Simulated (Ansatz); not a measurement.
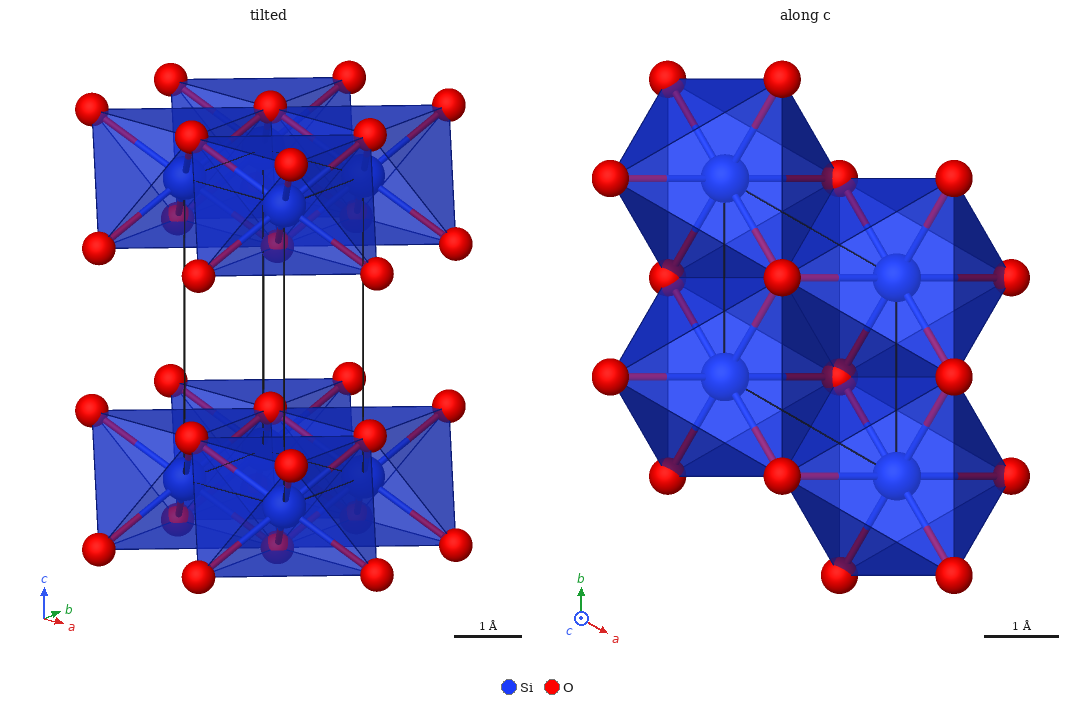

A polyhedral picture of a crystal structure, seen slightly off an axis and along the c axis. Atoms at the boundary of the conventional unit cell (the box) are drawn once for each face, edge or corner they touch. Some atoms of the next cells are drawn as well.

SiO$_{2}$, cadmium iodide (CdI₂, 1T) type, space group P-3m1 (No. 164), a = 2.686 Å, b = 2.686 Å, c = 4.603 Å, α = 90.00°, β = 90.00°, γ = 120.00°. The structure comes from a structure type filled with these elements by a generator (whether the compound takes this form wasn't checked). Earlier steps of the study may have refined or changed the cell and positions. It was run through Ansatz as a DFT input.

This one geometry was computed with Ansatz (DFT, plane waves, PAW) at three levels of theory: LDA, PBE+D3(BJ) and HSE06.

Question: Which level gives the highest pressure at this volume, and what does that say about its equilibrium volume?

Answer: Highest: PBE+D3(BJ) (0.0 GPa), which points to the largest equilibrium volume. Lowest, with the smallest volume: LDA (-7.6 GPa). Levels within 0.5 GPa of each other can't be told apart.

Question: How does the band gap change with the level of theory?

Answer: LDA: a gap of 6.03 eV, indirect; PBE+D3(BJ): a gap of 6.15 eV, indirect; HSE06: a gap of 8.14 eV, indirect.

Question: Collect the results in a table.

Answer:
| level | cutoff (eV) | k-mesh of the run's cell | gap (eV) | pressure (GPa) |
| --- | --- | --- | --- | --- |
| LDA | 420 | 12×12×6 | 6.03 | -7.6 |
| PBE+D3(BJ) | 420 | 12×12×6 | 6.15 | 0.0 |
| HSE06 | 420 | 6×6×4 | 8.14 | -6.2 |

Gaps are taken on the k-mesh or band path of each run.
